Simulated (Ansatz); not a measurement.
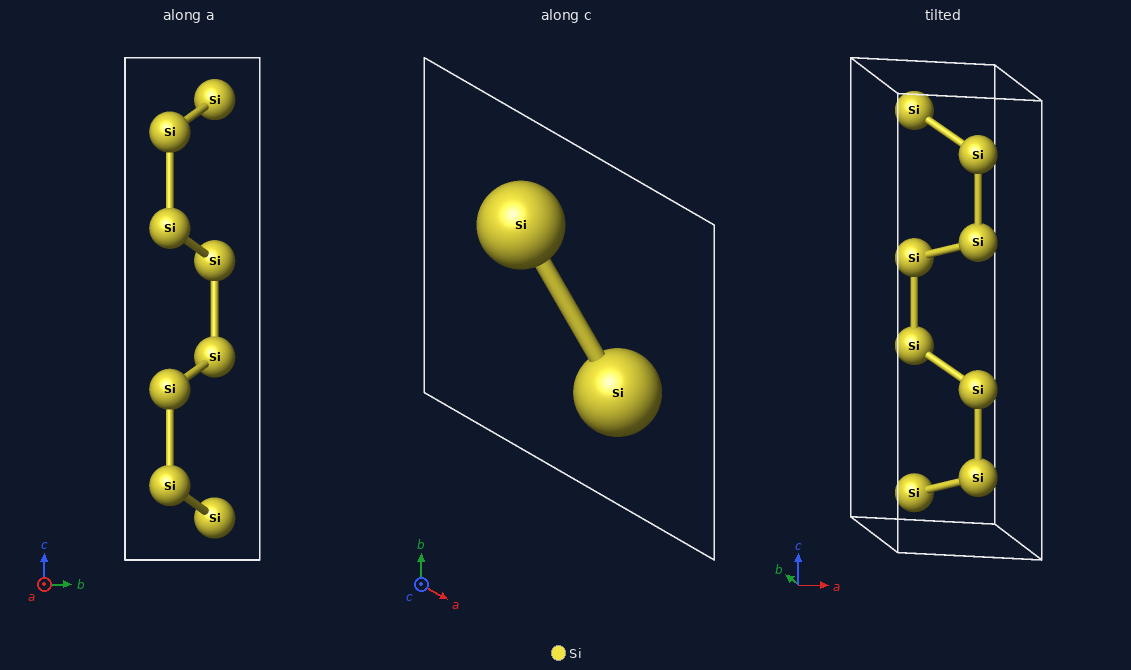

An orthographic ball-and-stick view of the structure, along the a axis, along the c axis and slightly off an axis. Lines trace the edges of the conventional unit cell.

Describe the arrangement of the atoms.

The element is silicon. The structure has P-6m2 (No. 187) symmetry and a primitive hexagonal lattice. The cell holds eight atoms. Each Si has four Si in a distorted tetrahedral arrangement. The bonds build a three-dimensional framework.

It derives from a structure listed in the Materials Project. The cell was then strained or its atoms displaced on purpose. A calculation with Ansatz used it as input.

At this level of theory the run's own cell isn't at rest (forces up to 4.5 eV/Å), so its distances can differ from those at equilibrium, the more so the softer the solid.
